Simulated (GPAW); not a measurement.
## BN: optical spectrum from first principles

Wanted: where BN starts to absorb, how strongly, and its refractive index. The cell comes from an older database entry, whose edges can differ from later determinations, mostly by under a per cent.

Main program and level: GPAW 26.7.0; DFT, PBE, plane-wave PAW (GPAW data sets), scalar-relativistic, RPA, optical limit.

The database entry behind the starting cell differs from later determinations by our own check (about 0.3 % short, minor phase), so it need not match the best structure at ambient conditions.

### Step 1. The starting structure

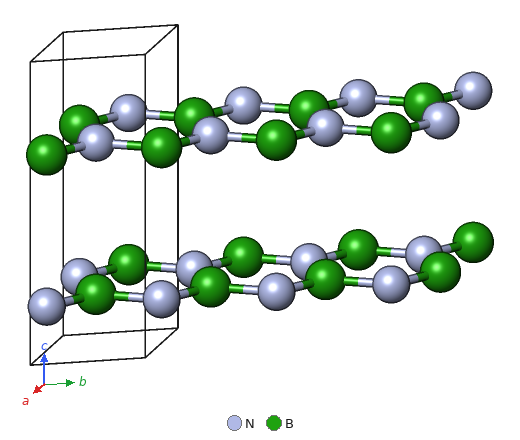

Start, viewed slightly off an axis; nitrogen light blue, boron green. 2×4×1 cells are drawn.

### Step 2. Ground state

The self-consistent density comes first; it also tells whether there is a gap, which decides the occupations and the need for a Drude term.

This step: DFT, PBE, plane-wave PAW (GPAW data sets), scalar-relativistic, ground state (GPAW 26.7.0).

File gs.py:

```python
from ase import Atoms
from ase.dft.bandgap import bandgap
from gpaw import GPAW, PW, FermiDirac

atoms = Atoms(['N', 'N', 'B', 'B'],
              cell=[[2.498240000029, 0.000000000000, 0.000000000000],
                    [-1.249120000014, 2.163539304775, 0.000000000000],
                    [0.000000000000, 0.000000000000, 6.635700000000]],
              scaled_positions=[[0.666666666667, 0.333333333333, 0.250000000000],
                                [0.333333333333, 0.666666666667, 0.750000000000],
                                [0.666666666667, 0.333333333333, 0.750000000000],
                                [0.333333333333, 0.666666666667, 0.250000000000]],
              pbc=[True, True, True])
atoms.calc = GPAW(mode=PW(500), xc='PBE', kpts={'size': (10, 10, 4), 'gamma': True},
                  occupations=FermiDirac(0.05), maxiter=150, txt='gs.txt')
print('energy (eV)', atoms.get_potential_energy())
print('Fermi level (eV)', atoms.calc.get_fermi_level())
print('valence electrons', atoms.calc.get_number_of_electrons())
print('gap (eV)', bandgap(atoms.calc, output=None)[0])
print('direct gap (eV)', bandgap(atoms.calc, direct=True, output=None)[0])
atoms.calc.write('gs.gpw')
```

The run is started by

```
$ OMP_NUM_THREADS=1 python gs.py
```

Numbers of over 12 decimals in the logs are rounded to 6 here.

The program printed:

```text
__  _  _
 | _ |_)|_||  |
 |__||  | ||/\| - 26.7.0

Versions:
  Python: 3.12.14
  ASE:    3.29.0
  Numpy:  2.5.5
  Scipy:  1.18.1
  Libxc:  7.0.0

Input parameters:
  mode=PW(ecut=500.0),
  kpts=MonkhorstPack(size=(10, 10, 4), gamma=True),
  maxiter=150,
  occupations=Occupations(name='fermi-dirac', width=0.05, fixmagmom=False),
  xc=XC(name='PBE')

Diagonalizing LCAO Hamiltonian
Converting LCAO to pw mode

        N B

        B N

Atoms  # Å, Bohr magnetons
|   | symbol |         x |        y |        z |    initial magnetic moments |
| 0 |      N |  1.249120 | 0.721180 | 1.658925 | ( 0.0000,  0.0000,  0.0000) |
| 1 |      N | -0.000000 | 1.442360 | 4.976775 | ( 0.0000,  0.0000,  0.0000) |
| 2 |      B |  1.249120 | 0.721180 | 4.976775 | ( 0.0000,  0.0000,  0.0000) |
| 3 |      B | -0.000000 | 1.442360 | 1.658925 | ( 0.0000,  0.0000,  0.0000) |

Unit cell  # Å
| periodic |         x |        y |        z |  lengths |     angles |
|      yes |  2.498240 | 0.000000 | 0.000000 | 2.498240 |  90.000000 |
|      yes | -1.249120 | 2.163539 | 0.000000 | 2.498240 |  90.000000 |
|      yes |  0.000000 | 0.000000 | 6.635700 | 6.635700 | 120.000000 |

Number of symmetries: 12
Symmetry operations  # r_c * U_cc + t_c -> r_c
|    | kind |            matrix            |
|  0 |  σ   |  1, 1, 0,  0,-1, 0,  0, 0, 1 |
|  1 |  S6  |  1, 1, 0, -1, 0, 0,  0, 0,-1 |
|  2 |  E   |  1, 0, 0,  0, 1, 0,  0, 0, 1 |
|  3 |  C2  |  1, 0, 0, -1,-1, 0,  0, 0,-1 |
|  4 |  C2  |  0, 1, 0,  1, 0, 0,  0, 0,-1 |
|  5 |  C3  |  0, 1, 0, -1,-1, 0,  0, 0, 1 |
|  6 |  S6  |  0,-1, 0,  1, 1, 0,  0, 0,-1 |
|  7 |  σ   |  0,-1, 0, -1, 0, 0,  0, 0, 1 |
|  8 |  σ   | -1, 0, 0,  1, 1, 0,  0, 0, 1 |
|  9 |  i   | -1, 0, 0,  0,-1, 0,  0, 0,-1 |
| 10 |  C3  | -1,-1, 0,  1, 0, 0,  0, 0, 1 |
| 11 |  C2  | -1,-1, 0,  0, 1, 0,  0, 0,-1 |

BZ-sampling:
  Number of BZ points: 400
  Number of IBZ points: 50

  Monkhorst-Pack size: [10, 10, 4]
  Monkhorst-Pack shift: [0.05, 0.05, 0.125]

K-points  # in reciprocal-cell coordinates
|     |                                coordinates |     weight |
|   0 | (  0.00000000,   0.00000000,   0.00000000) | 0.00250000 |
|   1 | (  0.00000000,   0.00000000,   0.25000000) | 0.00500000 |
|   2 | (  0.00000000,   0.00000000,   0.50000000) | 0.00250000 |
|   3 | (  0.10000000,   0.00000000,  -0.25000000) | 0.01500000 |
|   4 | (  0.10000000,   0.00000000,   0.00000000) | 0.01500000 |
|   5 | (  0.10000000,   0.00000000,   0.25000000) | 0.01500000 |
|   6 | (  0.10000000,   0.00000000,   0.50000000) | 0.01500000 |
|   7 | (  0.20000000,  -0.10000000,   0.00000000) | 0.01500000 |
|   8 | (  0.20000000,  -0.10000000,   0.25000000) | 0.03000000 |
|   9 | (  0.20000000,  -0.10000000,   0.50000000) | 0.01500000 |
| ... |                                            |            |
|  49 | (  0.50000000,   0.50000000,   0.50000000) | 0.00750000 |

Plane wave coefficients: 928
Cutoff: 500.0 eV

Spin-components: 1 (collinear spins)
Bands:           14
Projectors:      20
Spin-degeneracy: 2
Datatype:        complex128

Parallelization:
  kpt:    1
  domain: 1
  band:   1

Density:
  Valence electrons: 16.0
  Components: 1
  Grid points: [14 14 35]
  Charge: 0.0  # |e|

Potential:
  Grid points: [14 14 35]

species:
  N:
    name:    Nitrogen
    id:
    Z:       7.0
    valence: 5
    core:    2
    charge:  0.0  # [|e|]
    compensation charges:
      type: gauss
      rc: 0.18  # [Å]
      lmax: 2
    cutoffs:
      filter: 1.11  # [Å]
      core: 0.96  # [Å]
    projectors
    | kind |    occ | energy [eV] | rcut [Å] |
    |   2s |  2.000 |     -18.583 |    0.603 |
    |   2p |  3.000 |      -7.089 |    0.529 |
    |    s |        |       8.629 |    0.603 |
    |    p |        |      20.123 |    0.529 |
    |    d |        |       0.000 |    0.577 |

    Using partial waves for N as LCAO basis

  B:
    name:    Boron
    id:
    Z:       5.0
    valence: 3
    core:    2
    charge:  0.0  # [|e|]
    compensation charges:
      type: gauss
      rc: 0.20  # [Å]
      lmax: 2
    cutoffs:
      filter: 1.14  # [Å]
      core: 1.38  # [Å]
    projectors
    | kind |    occ | energy [eV] | rcut [Å] |
    |   2s |  2.000 |      -9.443 |    0.635 |
    |   2p |  1.000 |      -3.606 |    0.635 |
    |    s |        |      17.768 |    0.635 |
    |    p |        |      23.605 |    0.635 |
    |    d |        |       0.000 |    0.635 |

    Using partial waves for B as LCAO basis

Reference energy: -4302.422143  # eV

eigensolver:
  PPCG
  Converge bands: occupied
  niter=2

density mixing:
  MSR1-Mixer
  Pratt-step length: 0.05
  Maximum mixing coefficient: 0.75
  Old densities: 10
  SVD Regularization: 0.005
  Good broyden scale: 1.0
  Trust region scale: 1.0
  Backstep threshold: 4.0
  History deletion threshold: 6.0
  Fourier metric: weight=20.0, sigma=0.015

occupation numbers:
  Fermi-Dirac:
    width: 0.0500  # eV

poisson solver:
  ecut: 4000.0  # eV

xc functional:
  name: PBE with 2 nearest neighbor stencil

convergence criteria:
- Maximum [total energy] change in last 3 cyles: 0.0005 eV / valence electron
- Maximum integral of absolute [dens]ity change: 0.0001 electrons / valence electron
- Maximum integral of absolute [eigenst]ate change: 4e-08 eV^2 / valence electron
maximum number of iterations: 150

SCF iterations
|iter     |      energy | eigst |  dens |
|iter:   1||  -36.844504 | +0.45 |       |
|iter:   2||  -36.286356 | -1.28 | -0.66 |
|iter:   3||  -34.037689 | -0.58 | -0.70 |
|iter:   4||  -33.992407 | -2.03 | -1.33 |
|iter:   5||  -33.990864 | -2.92 | -1.71 |
|iter:   6||  -33.991210c| -4.15 | -2.33 |
|iter:   7||  -33.991203c| -5.51 | -3.23 |
|iter:   8||  -33.991204c| -6.96 | -3.92 |
|iter:   9||  -33.991204c| -7.83c| -4.66c|

Converged in 9 steps
SCF loop duration: 8.418 s (0.935 s/step)
Energy contributions relative to reference atoms: (reference = -4302.422143)

Energy contributions:
  Kinetic:          29.952688
  Coulomb:         -28.923256
  Zero:             -0.132917
  External:          0.000000
  Xc:              -34.887720
  Entropy:          -0.000000
  Spinorbit:         0.000000
  ----------------------------
  Free energy:     -33.991204
  Extrapolated:    -33.991204

dipole moment: (0.000000, 0.000000, 0.000001)  # |e|*Ang

Fermi level: 5.168
Eigenvalues  # (at kpt = [0.000, 0.000, 0.000])
| band index |      eig [eV] | occ [0-2] |
|          0 |       -13.833 |     2.000 |
|          1 |       -13.542 |     2.000 |
|          2 |        -2.149 |     2.000 |
|          3 |        -0.012 |     2.000 |
|          4 |         2.785 |     2.000 |
|          5 |         2.786 |     2.000 |
|          6 |         2.863 |     2.000 |
|          7 |         2.864 |     2.000 |
|          8 |         9.332 |     0.000 |
|          9 |        14.538 |     0.000 |
|         10 |        15.718 |     0.000 |
|         11 |        15.718 |     0.000 |
|         12 |        16.364 |     0.000 |
|         13 |        17.296 |     0.000 |

Gap: 4.217 eV
Transition (v -> c):
  (s=0, k=33, n=7, [0.40, 0.30, 0.00]) -> (s=0, k=47, n=8, [0.50, 0.50, 0.00])
Direct/indirect transitions are different
Direct gap: 4.668 eV
Transition at: (s=0, k=36, n=7, [0.40, 0.40, 0.00])

--- standard output ---
energy (eV) -33.991204
Fermi level (eV) 5.168314
valence electrons 16.0
gap (eV) 4.217022
direct gap (eV) 4.668460
```

Run time: 10 s. Hardware: 1 thread of Arm Neoverse V2, shared host; peak memory 0.14 GiB.

Read-outs, printed or worked out from the files:

| Property | Result |
| --- | --- |
| energy | -33.99 eV |
| Fermi energy | 5.168 eV |
| gap on the k-mesh | 4.217 eV |
| direct gap on the mesh | 4.668 eV |
| electrons | 16 |

There is a gap, 4.22 eV on this mesh (points off the mesh can give less), so no carriers' term is needed.

### Step 3. Bands for the response

At the fixed density, many empty bands are solved on the mesh of the response, since the spectrum sums over them.

This step: DFT, PBE, plane-wave PAW (GPAW data sets), scalar-relativistic, bands at fixed density (GPAW 26.7.0).

File nscf.py:

```python
from ase.dft.bandgap import bandgap
from gpaw import GPAW, FermiDirac

calc = GPAW('gs.gpw').fixed_density(kpts={'size': (14, 14, 5), 'gamma': True}, nbands=34, convergence={'bands': 28},
                                    occupations=FermiDirac(0.001), txt='nscf.txt')
print('gap (eV)', bandgap(calc, output=None)[0])
print('direct gap (eV)', bandgap(calc, direct=True, output=None)[0])
print('top band over the Fermi level (eV)', min(calc.get_eigenvalues(kpt=k)[27] for k in range(len(calc.get_ibz_k_points()))) - calc.get_fermi_level())
calc.write('full.gpw', mode='all')
```

The run is started by

```
$ OMP_NUM_THREADS=1 python nscf.py
```

The program printed:

```text
Diagonalizing LCAO Hamiltonian
Converting LCAO to pw mode
convergence criteria:
- Maximum integral of absolute [eigenst]ate change: 4e-08 eV^2 / valence electron
maximum number of iterations: 150

SCF iterations
|iter     |      energy | eigst |  dens |
|iter:   1||             | +2.97 |       |
|iter:   2||             | +1.48 |       |
|iter:   3||             | -0.12 |       |
|iter:   4||             | -1.54 |       |
|iter:   5||             | -3.06 |       |
|iter:   6||             | -4.32 |       |
|iter:   7||             | -5.61 |       |
|iter:   8||             | -6.72 |       |
|iter:   9||             | -7.67c|       |
SCF steps: 9
  __  _  _
 | _ |_)|_||  |
 |__||  | ||/\| - 26.7.0

Versions:
  Python: 3.12.14
  ASE:    3.29.0
  Numpy:  2.5.5
  Scipy:  1.18.1
  Libxc:  7.0.0

Input parameters:
  mode=PW(ecut=500.0),
  convergence={'bands': 28},
  gpts=array([14, 14, 35]),
  kpts=MonkhorstPack(size=(14, 14, 5), gamma=True),
  maxiter=150,
  nbands=34,
  occupations=Occupations(name='fermi-dirac', width=0.001, fixmagmom=False),
  parallel={},
  xc=XC(name='PBE')

--- standard output ---
gap (eV) 4.236470
direct gap (eV) 4.660880
top band over the Fermi level (eV) 29.039105
```

The job ended after 44 s (1 thread; peak memory 0.21 GiB).

Numbers from this step:

- gap on the k-mesh: 4.236 eV
- direct gap on the mesh: 4.661 eV

### Step 4. Dielectric function, RPA

Transitions between filled and empty bands, summed over the zone, give the optical response, so mesh, band count and broadening shape it.

The induced potential is part of this response.

This step: DFT, PBE, plane-wave PAW (GPAW data sets), scalar-relativistic, RPA, optical limit (GPAW 26.7.0).

File df.py:

```python
from gpaw.response.df import DielectricFunction

df = DielectricFunction('full.gpw', frequencies={'type': 'nonlinear', 'domega0': 0.03, 'omega2': 8},
                        ecut=60,
                        eta=0.2,
                        nbands=28,
                        txt='df.txt')
for direction in ['x', 'z']:
    df.get_dielectric_function(xc='RPA', direction=direction, filename=f'df_{direction}.csv')
```

The run is started by

```
$ OMP_NUM_THREADS=1 python df.py
```

The program printed:

```text
Using integrator: PointIntegrator
NonLinearFrequencyDescriptor(from 0.000 to 51.823 eV, 470 points)
Nonperiodic BCs:  [False False False]
Using integrator: PointIntegrator
NonLinearFrequencyDescriptor(from 0.000 to 51.823 eV, 470 points)
Nonperiodic BCs:  [False False False]

Calculating chi0 body with:
    Ground state adapter containing:
    Number of spins: 1
    Number of kpoints: 980
    Number of irreducible kpoints: 104
    Number of completely occupied states: 8
    Number of partially occupied states: 8

    Linear response parametrization:
    q_c: [0.0, 0.0, 0.0]
    Number of frequency points: 470
    Planewave cutoff: 60.0
    Number of bands: 28
    Number of planewaves: 39
    Broadening (eta): 0.2

Integrating chi0 body.

Symmetries of q_c:
    Direct symmetries (Uq -> q): 12
    Indirect symmetries (TUq -> q): 0
In total 12 allowed symmetries.

104 groups of equivalent kpoints. 89.387755% reduction.

Integral kind: spectral function

Calculating chi0 optical extensions with:
    Ground state adapter containing:
    Number of spins: 1
    Number of kpoints: 980
    Number of irreducible kpoints: 104
    Number of completely occupied states: 8
    Number of partially occupied states: 8

    Linear response parametrization:
    Number of frequency points: 470
    Planewave cutoff: 60.0
    Number of bands: 28
    Number of planewaves: 39
    Broadening (eta): 0.2
Integrating chi0 head and wings.

Symmetries of q_c:
    Direct symmetries (Uq -> q): 12
    Indirect symmetries (TUq -> q): 0
In total 12 allowed symmetries.

104 groups of equivalent kpoints. 89.387755% reduction.

Integral kind: spectral function wings
```

The job ended after 7.5 s (1 thread; peak memory 0.23 GiB).

Read-outs, printed or worked out from the files:

| Quantity | Value |
| --- | --- |
| electronic dielectric constant ε∞, mean over x, y and z (by symmetry where fewer were run) | 3.927 |
| main peak of Im epsilon, first axis | 5.570 eV |

The Im ε has structure finer than the step of the table below, so its rows give means over 1 eV, whole bins alone (the curve runs from 0 to 21.9 eV). Peaks (eV: height): E ∥ x 5.6: 9.45, 14.1: 7.66, 16.7: 4.20; E ∥ z 5.1: 1.13, 10.3: 5.08, 15.2: 2.30, 18.6: 1.24.

Values under the direct gap are tails of Lorentzian lines. Im ε against photon energy; means over each step:

| photon energy (eV) | E ∥ x | E ∥ z |
| --- | --- | --- |
| 1 | 0.0304 | 0.00692 |
| 2 | 0.0743 | 0.0163 |
| 3 | 0.170 | 0.0350 |
| 4 | 0.646 | 0.137 |
| 5 | 5.11 | 0.887 |
| 6 | 7.69 | 0.765 |
| 7 | 3.27 | 0.475 |
| 8 | 1.75 | 0.423 |
| 9 | 0.985 | 0.826 |
| 10 | 0.752 | 3.64 |
| 11 | 0.800 | 2.85 |
| 12 | 0.980 | 1.87 |
| 13 | 3.34 | 1.26 |
| 14 | 7.01 | 1.38 |
| 15 | 4.90 | 1.94 |
| 16 | 3.36 | 1.51 |
| 17 | 3.02 | 0.740 |
| 18 | 2.07 | 0.776 |
| 19 | 1.86 | 1.11 |
| 20 | 1.42 | 1.04 |
| 21 | 1.30 | 0.864 |

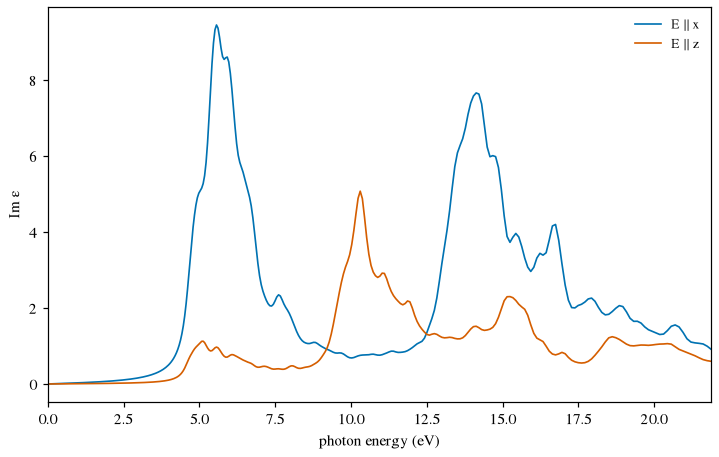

Im ε, plotted against photon energy.

Re ε against photon energy:

| photon energy (eV) | E ∥ x | E ∥ z |
| --- | --- | --- |
| 0 | 4.62 | 2.54 |
| 2 | 4.94 | 2.61 |
| 4 | 6.88 | 3.01 |
| 6 | 1.21 | 2.54 |
| 8 | 0.511 | 3.00 |
| 10 | 2.21 | 4.15 |
| 12 | 3.98 | 0.574 |
| 14 | 2.99 | 1.46 |
| 16 | -0.0860 | 0.0555 |
| 18 | -0.720 | 1.22 |
| 20 | -0.560 | 0.801 |

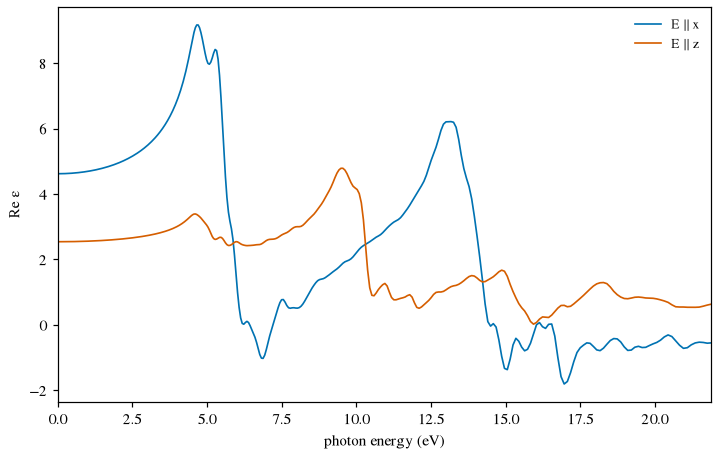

Re ε, plotted against photon energy.

The refractive index n and extinction k by photon energy:

| photon energy (eV) | n, E ∥ x | k, E ∥ x | n, E ∥ z | k, E ∥ z |
| --- | --- | --- | --- | --- |
| 0.0 | 2.15 | 0 | 1.59 | 0 |
| 2.5 | 2.27 | 0.0236 | 1.63 | 0.00701 |
| 5.0 | 2.97 | 0.852 | 1.77 | 0.302 |
| 7.5 | 1.24 | 0.882 | 1.66 | 0.118 |
| 10.0 | 1.50 | 0.229 | 2.19 | 0.813 |
| 12.5 | 2.26 | 0.298 | 1.09 | 0.600 |
| 15.0 | 1.35 | 1.78 | 1.44 | 0.716 |
| 17.5 | 0.861 | 1.20 | 0.949 | 0.296 |
| 20.0 | 0.677 | 1.01 | 1.03 | 0.504 |

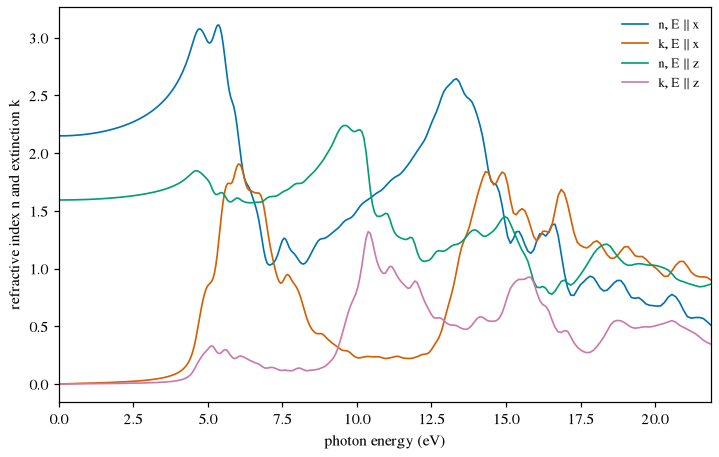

Refractive index n and extinction k against photon energy.

The loss function −Im 1/ε at q → 0 has structure finer than the step of the table below, so its rows give means over 1 eV, whole bins alone (the curve runs from 0 to 21.9 eV). Peaks (eV: height): E ∥ x 8.2: 0.597, 15.9: 0.334, 20.3: 0.705; E ∥ z 12.3: 0.568, 16.5: 1.03, 21.5: 0.897.

Values under the direct gap are tails of Lorentzian lines. Loss function −Im 1/ε at q → 0 against energy loss; means over each step:

| energy loss (eV) | E ∥ x | E ∥ z |
| --- | --- | --- |
| 1 | 0.00137 | 0.00105 |
| 2 | 0.00301 | 0.00237 |
| 3 | 0.00549 | 0.00464 |
| 4 | 0.0119 | 0.0141 |
| 5 | 0.0495 | 0.0936 |
| 6 | 0.127 | 0.113 |
| 7 | 0.331 | 0.0707 |
| 8 | 0.494 | 0.0465 |
| 9 | 0.312 | 0.0459 |
| 10 | 0.142 | 0.129 |
| 11 | 0.0875 | 0.318 |
| 12 | 0.0578 | 0.473 |
| 13 | 0.0668 | 0.457 |
| 14 | 0.119 | 0.357 |
| 15 | 0.206 | 0.342 |
| 16 | 0.295 | 0.691 |
| 17 | 0.296 | 0.836 |
| 18 | 0.441 | 0.405 |
| 19 | 0.483 | 0.557 |
| 20 | 0.620 | 0.615 |
| 21 | 0.641 | 0.823 |

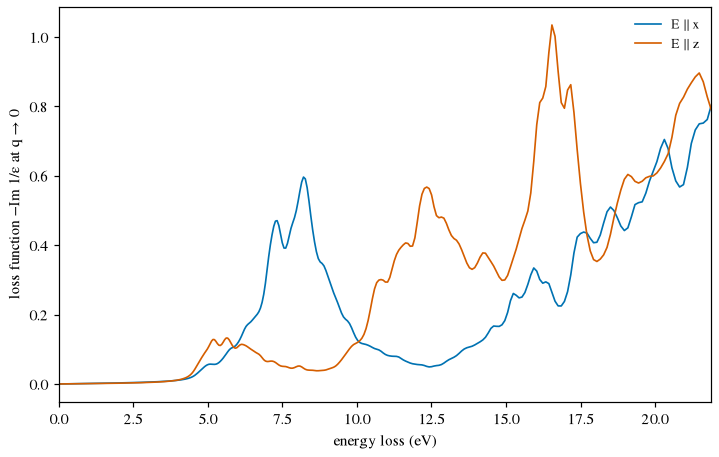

Loss function −Im 1/ε at q → 0 against energy loss.

The reflectivity at normal incidence has structure finer than the step of the table below, so its rows give means over 1 eV, whole bins alone (the curve runs from 0 to 21.9 eV). Peaks (eV: height): E ∥ x 6.1: 36.6, 15.0: 38.2, 17.1: 42.4, 19.2: 31.8, 21.1: 34.2; E ∥ z 4.7: 9.20, 10.4: 25.0, 15.9: 18.0, 20.7: 7.43.

The reflectivity at normal incidence by photon energy; means over each step:

| photon energy (eV) | E ∥ x (%) | E ∥ z (%) |
| --- | --- | --- |
| 1 | 13.6 | 5.32 |
| 2 | 14.4 | 5.56 |
| 3 | 16.2 | 6.07 |
| 4 | 20.5 | 7.37 |
| 5 | 28.8 | 8.29 |
| 6 | 34.8 | 6.04 |
| 7 | 26.7 | 5.74 |
| 8 | 12.1 | 7.39 |
| 9 | 4.39 | 11.7 |
| 10 | 5.07 | 20.2 |
| 11 | 7.77 | 17.4 |
| 12 | 11.9 | 12.5 |
| 13 | 21.5 | 6.41 |
| 14 | 31.6 | 6.68 |
| 15 | 34.2 | 11.0 |
| 16 | 27.7 | 15.1 |
| 17 | 35.8 | 5.78 |
| 18 | 29.1 | 3.03 |
| 19 | 28.8 | 6.04 |
| 20 | 28.5 | 6.00 |
| 21 | 30.5 | 6.56 |

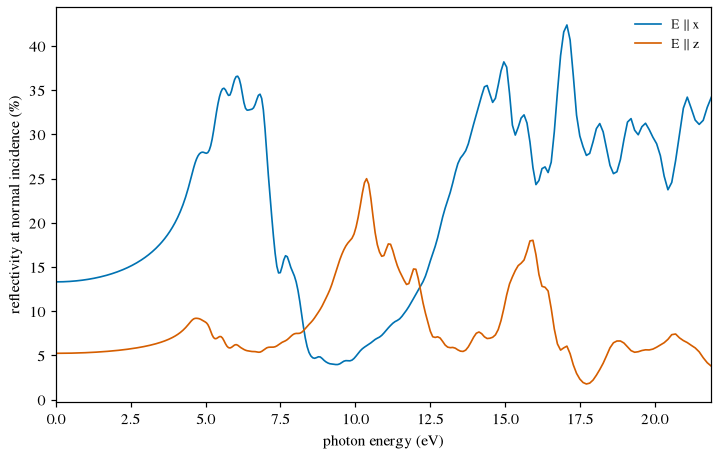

Reflectivity at normal incidence, plotted against photon energy.

Optical constants at common wavelengths, from n + ik = √ε:

| wavelength (nm) | n x | k x | R (%) x | 1/α x | n z | k z | R (%) z | 1/α z |
| --- | --- | --- | --- | --- | --- | --- | --- | --- |
| 1550 | 2.16 | 0.005 | 13.5 | 23 µm | 1.60 | 0.002 | 5.3 | 73 µm |
| 1064 | 2.17 | 0.008 | 13.7 | 10 µm | 1.60 | 0.003 | 5.3 | 33 µm |
| 800 | 2.19 | 0.012 | 13.9 | 5.5 µm | 1.61 | 0.004 | 5.4 | 18 µm |
| 532 | 2.25 | 0.021 | 14.8 | 2.0 µm | 1.63 | 0.006 | 5.7 | 6.8 µm |
| 365 | 2.42 | 0.049 | 17.3 | 593 nm | 1.68 | 0.014 | 6.4 | 2.0 µm |
| 308 | 2.64 | 0.102 | 20.3 | 240 nm | 1.74 | 0.031 | 7.3 | 780 nm |
| 248 | 2.97 | 0.851 | 27.9 | 23 nm | 1.77 | 0.301 | 8.8 | 65 nm |

Below the direct gap, k and the depth come from the tails of the Lorentzian lines, not from transitions.

Rows near the edge hang on the gap, which this functional as a rule makes too small, and phonon-assisted absorption is left out.

At 1064 nm the birefringence n(z) − n(x) is -0.571: the crystal is uniaxial negative at this level.

### Step 5. Outcome

| Quantity | Value |
| --- | --- |
| electronic dielectric constant ε∞, mean over x, y and z (by symmetry where fewer were run) (RPA) | 3.93 |
| main peak of Im epsilon, first axis | 5.57 eV |

At this level (PBE, RPA) BN has a mean ε∞ = 3.93 and n = 2.16 at 1550 nm (E ∥ x), and Im ε peaks at 5.6 eV (E ∥ x). On the mesh the gap is 4.24 eV and the least direct gap 4.66 eV, so on this mesh the band edges lie at different points. Local fields change the static value along x from 4.85 to 4.62 (-5 %). Distinct maxima of Im ε, read by a parabola through the highest points, lie at 5.57 eV (9.5), 14.15 eV (7.7) and 16.71 eV (4.2) for E ∥ x. The static values by axis are 4.62 (x), 2.54 (z). At 1064 nm the birefringence n(z) − n(x) is -0.571: the crystal is uniaxial negative at this level. Excitons and phonon-assisted transitions are missing; PBE gaps are as a rule too small, which pulls the onset down and ε∞ up. The sum runs over mesh points, so small or evenly spaced maxima can still be ripples of the mesh. The mesh misses the corner K of the hexagonal zone, so gaps read from it can be too wide where band edges lie there.

[Machine, clock and banner lines and Python warnings are left out of the logs.]

[Logs are printed without paths, hosts, clocks, repeated set-up lines and the standing remarks that a program may print on its own settings, such as how far it seeks lower states.]

[Hosts, paths, dates, database ids (printed as entryN), source tags and the programs' standing remarks are cut or masked in the printed files.]
